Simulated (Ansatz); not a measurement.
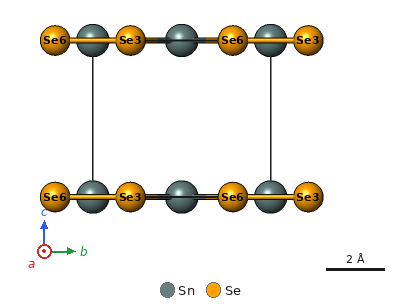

This is the input geometry for a relaxation of a crystal of SnSe2 (a generated structure, set up in P4/mmm) (coarse preliminary run). Style: ball-and-stick. Shown: the cell of the calculation, along the a axis.

Theory: Ansatz, DFT PBE, scalar-relativistic, plane waves, PAW.

Input file:
```yaml
crystal:
  lattice:
    - [6.18405999, 0.0, 0.0]
    - [0.0, 6.18405999, 0.0]
    - [0.0, 0.0, 5.44476463]
  atoms:
    - { symbol: Sn, position: [0.0, 0.0, 0.0] }
    - { symbol: Sn, position: [0.5, 0.5, 0.0] }
    - { symbol: Se, position: [0.21203421, 0.21203421, 0.0] }
    - { symbol: Se, position: [0.78796579, 0.78796579, 0.0] }
    - { symbol: Se, position: [0.78796579, 0.21203421, 0.0] }
    - { symbol: Se, position: [0.21203421, 0.78796579, 0.0] }
basis:
  ecutwfc: 420
kpoints:
  mp_grid: { grid: [4, 4, 4] }
hamiltonian:
  xc: pbe
scf:
  occupations: { method: gaussian, width: 0.1 }
  lower_state_search: "off"
output:
  forces: true
  stress: true
  eigenvalues: true
relax:
  adjacent_minimum: "off"
  f_tol: 0.04
  max_steps: 70
  cell: { stress_tol: 0.4 }
```

Launched with:
```bash
ansatz run input.yaml --threads 1 --pin off --max-ram 2560MiB --backend cpu --events-out ev --progress --plain --runs-dir out
```

What does the optimiser find from here?

Answer. Over 6 accepted moves (8 points after the start) the energy falls by 28.841 eV per cell of the calculation. Largest force component: 21 eV/Å at the start, 0.00058 eV/Å at the end. The pressure goes from 67.09 to 0.07 GPa. The SCF was repeated twice at an unchanged geometry on a basis and grid sized afresh for the cell, which shifted the energy by 0.122 eV per cell of the calculation at most. The largest moves relative to the cell, 0.40 Å, are those of Se3, Se4, Se5 and Se6. Se4 goes along [−1 −1 0]. Sn stays in place. The drawn cell changes as follows: a = b 6.184 → 7.453 Å (+20.5 %), c 5.445 → 5.705 Å (+4.8 %); the volume changes by +52.2 %. Near-neighbour distances that change, for instance: Se3–Se5 2.622 → 3.727 Å, Sn1–Se3 1.854 → 2.635 Å, Sn2–Se3 2.518 → 2.635 Å. The space group stays P4/mmm (No. 123). The run took 3 min on 1 thread of Arm Neoverse V2, on a shared host, peak memory 0.62 GiB.

The structure at the end:

```xyz
6
Lattice="7.4535 0.0000 0.0000 0.0000 7.4535 0.0000 0.0000 0.0000 5.7046" Properties=species:S:1:pos:R:3 pbc="T T T"
Sn    7.4535    7.4535    0.0000
Sn    3.7267    3.7267    0.0000
Se    1.8634    1.8634    0.0000
Se    5.5900    5.5900    0.0000
Se    5.5900    1.8634    0.0000
Se    1.8634    5.5900    0.0000
```

The end point in the same view:

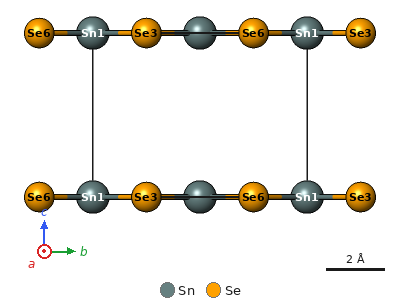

Limits of the set-up: layers or molecules are held without a dispersion correction, so their spacing is unreliable.
